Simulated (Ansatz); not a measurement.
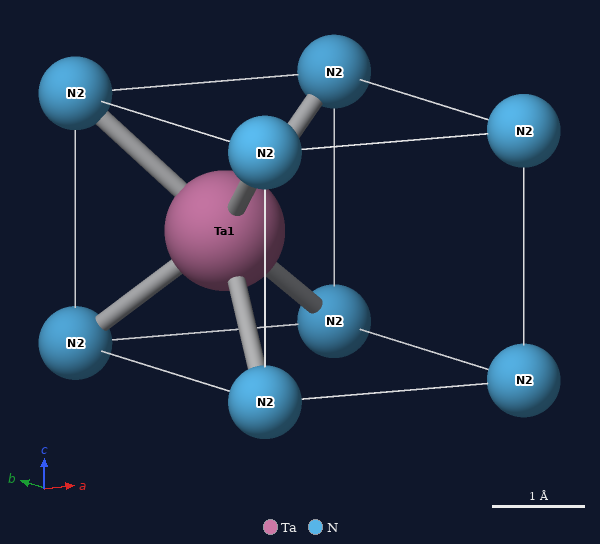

This is solid TaN (set up in P-6m2). Style: ball-and-stick. Shown: the cell of the calculation, from a free direction.

All numbers below come from Ansatz 0.2.0, DFT, PBE, PAW with Ansatz's default frozen-core files, scalar-relativistic. (plane-wave cutoff 420 eV; k-point mesh 12 × 12 × 10; occupations fermi dirac; smearing width 0.02 eV; no spin polarisation)

Now this is done to it. All lengths are scaled by +1.3 % (volume +4.0 %), the atoms keeping their fractional coordinates. No relaxation follows.

What does the calculation give for the changed structure?

Answer. The energy rises by 5.4 meV per atom. Pressure: 4.7 GPa before, −8.2 GPa after. The principal stresses (compression positive) are −8.5 GPa along c and −8.1 GPa across it. All forces vanish by symmetry. Some distances before and after: Ta–Ta 2.938 → 2.977 Å, Ta–Ta 2.883 → 2.921 Å, N–Ta 2.226 → 2.255 Å. The space group stays P-6m2 (No. 187).
